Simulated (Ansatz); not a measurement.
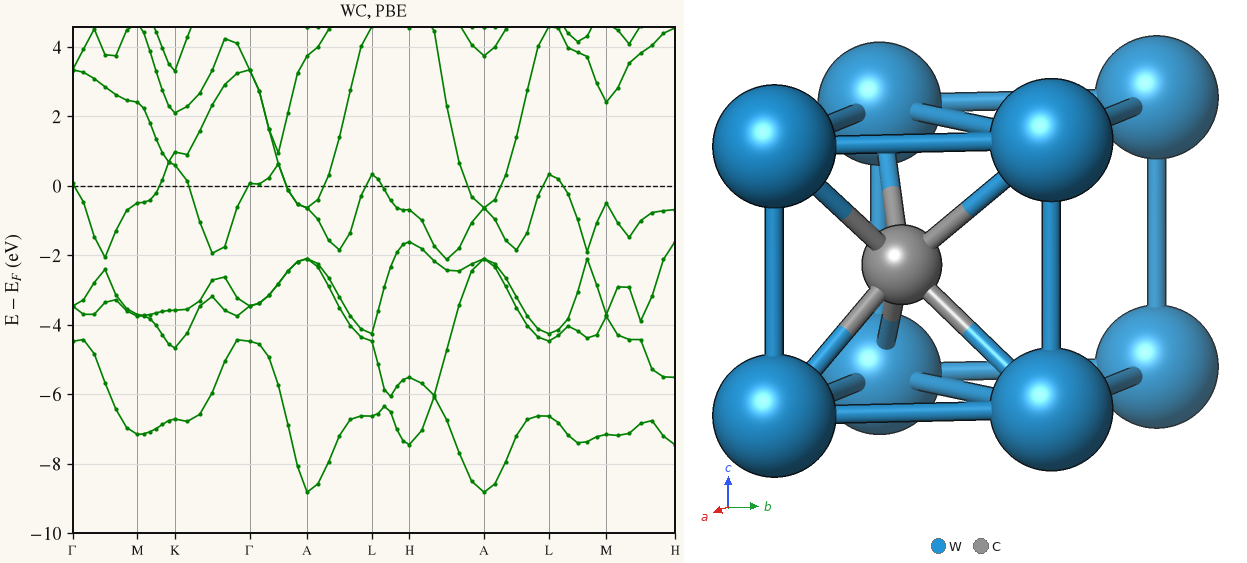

Band structure, beside the structure. Energies are counted from the Fermi level. The path runs straight from each named point to the next. The path has few k points, so lines between them are rough.

System: WC, space group P-6m2, 2 atoms in the cell, a database entry, rescaled.

```yaml
crystal:
  lattice:
    - [2.88148, 0.00000, 0.00000]
    - [-1.44074, 2.49544, 0.00000]
    - [0.00000, 0.00000, 2.81330]
  atoms:
    - { symbol: W, position: [0.00000, 0.00000, 0.00000] }
    - { symbol: C, position: [0.66667, 0.33333, 0.50000] }
```

Ansatz; DFT with PBE, PAW plane waves, no spin polarisation, 13×13×12 k mesh.

> Does this material conduct, going by its bands?

A metal: bands cross the Fermi level along this path.

The cell is at 17 GPa in this functional. Spin-orbit coupling is left out, which matters for W.
